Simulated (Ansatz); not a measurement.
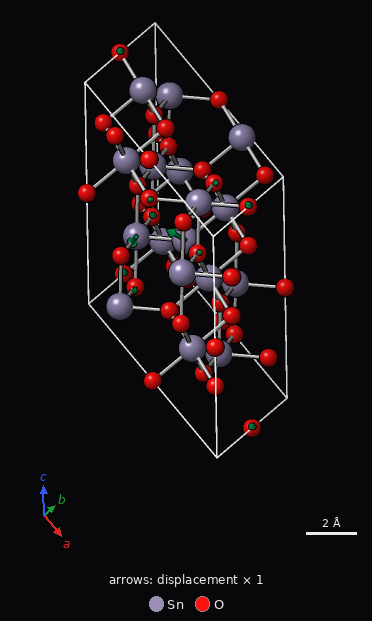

This is a relaxation of a defect cell of composition Sn₁₇O₃₁. The starting structure is drawn; green arrows show the displacements, at their true length.

A ball-and-stick model of the cell of the calculation (origin shifted), seen slightly off an axis.

Case: Sn on a O site (g), charge +0, atoms relaxed at the host's cell.

These are results of Ansatz 0.2.0, DFT PBE, scalar-relativistic, plane waves, PAW, not measurements. (plane-wave cutoff 420 eV; k-point mesh 2 × 2 × 2; occupations gaussian; smearing width 0.01 eV; mesh shifted by (0.5, 0.5, 0.5); no spin polarisation; atoms relaxed in a fixed cell; force threshold 0.025 eV/Å; at most 45 steps)

Q: What happened in the run?

A: The atom that moves furthest is a Sn atom (1.10 Å roughly along [−1 −1 0]). Largest moves by element: Sn 1.10 Å, O 0.39 Å. The cell stays as it was. Among the contacts that change: O–Sn 3.660 → 2.206 Å, O–Sn 3.498 → 2.244 Å, O–Sn 2.089 → 2.893 Å, O–Sn 2.957 → 2.198 Å. New bonds form: O–Sn (2.96 → 2.20 Å), O–Sn (3.50 → 2.24 Å), O–Sn (3.66 → 2.21 Å). Bonds break: O–Sn (2.09 → 2.89 Å). Among the angles between lasting bonds that change: Sn–Sn–O 180.0° → 107.2°, O–Sn–O 101.6° → 136.7°, Sn–Sn–Sn 101.6° → 73.4°. The energy falls by 11.421 eV per cell of the calculation in 19 geometry steps. The largest force component goes from 14 to 0.011 eV/Å.
